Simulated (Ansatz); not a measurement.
Consider AlN (interface cell).

```xyz
16
Lattice="3.1135 0.0000 0.0000 0.0000 3.1135 0.0000 0.0000 0.0000 18.2738" Properties=species:S:1:pos:R:3 pbc="T T T"
Al    0.0000    0.0000    0.4885
Al    1.5568    1.5568    2.7018
N     0.0000    1.5568    3.8052
N     1.5568    0.0000    1.6079
Al    0.0000    0.0000    4.9052
Al    1.5568    1.5568    7.1014
N     0.0000    1.5568    8.1916
N     1.5568    0.0000    6.0075
N     0.0000    0.0000    8.9401
N     1.5568    1.5568   11.1242
Al    0.0000    1.5568   12.2265
Al    1.5568    0.0000   10.0303
N     0.0000    0.0000   13.3266
N     1.5568    1.5568   15.5238
Al    0.0000    1.5568   16.6433
Al    1.5568    0.0000   14.4299
```

These are results of DFT PBE, scalar-relativistic, plane waves, PAW in Ansatz 0.2.0, not measurements.

**Predict the valence pseudo-density and electron localisation function between the atoms.**

Al–N (1.90 Å): ρ at the midpoint is about 0.72 e/Å³; the ELF peaks at about 0.95 between the atoms.

**Metal or insulator at this level of theory?**

It is metallic or semimetallic at this level of theory: no gap opens.

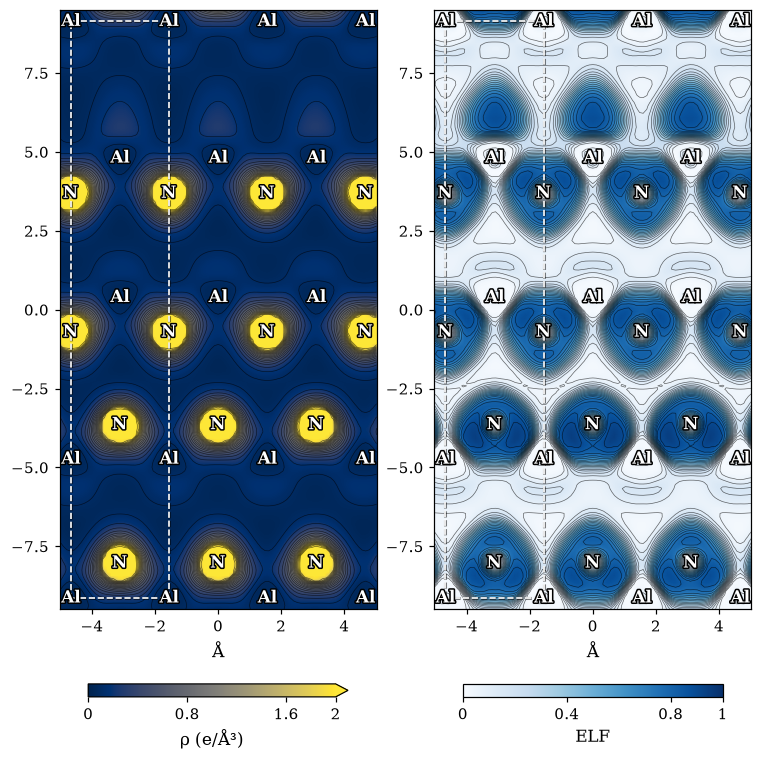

Computed valence pseudo-density and electron localisation function on the (010) plane of the calculation cell, in this order. 
